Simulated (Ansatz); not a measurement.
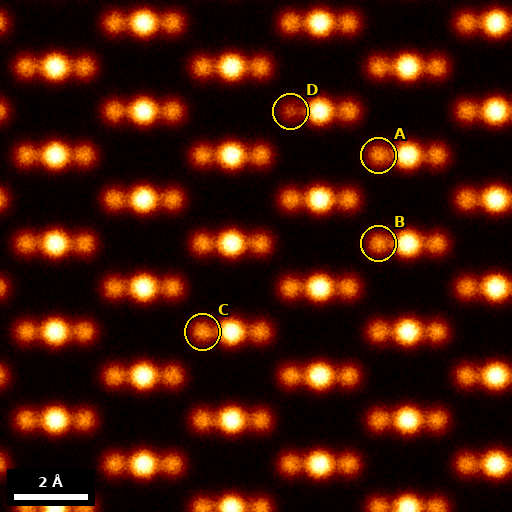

Dark-field STEM-like image of Mo (P6_3/mmc, No. 194) along [201]. Simulation: incoherent imaging, intensity Z^1.6 per atom, probe width 0.57 Å, thin sample. The probe carries 15 % of its weight in a tail 2.5 times as wide. Shot noise was added.

The sample is 3 repeats (33.5 Å) thick. One point defect was put into the perfect crystal, without relaxing the atoms around it. Brightness is counted from the darkest point of the image. Host structure: the input geometry of an electronic-structure calculation (not necessarily at equilibrium); the starting structure was generated, so it need not be a known form of this composition.

Question: Which ringed column holds the defect, and does it scatter more or less than its equals?

Answer: D; it scatters less. The column holds 3 atoms (Mo) through the sample, and one Mo atom is missing, so its peak drops to about 65 % of that of its equals.
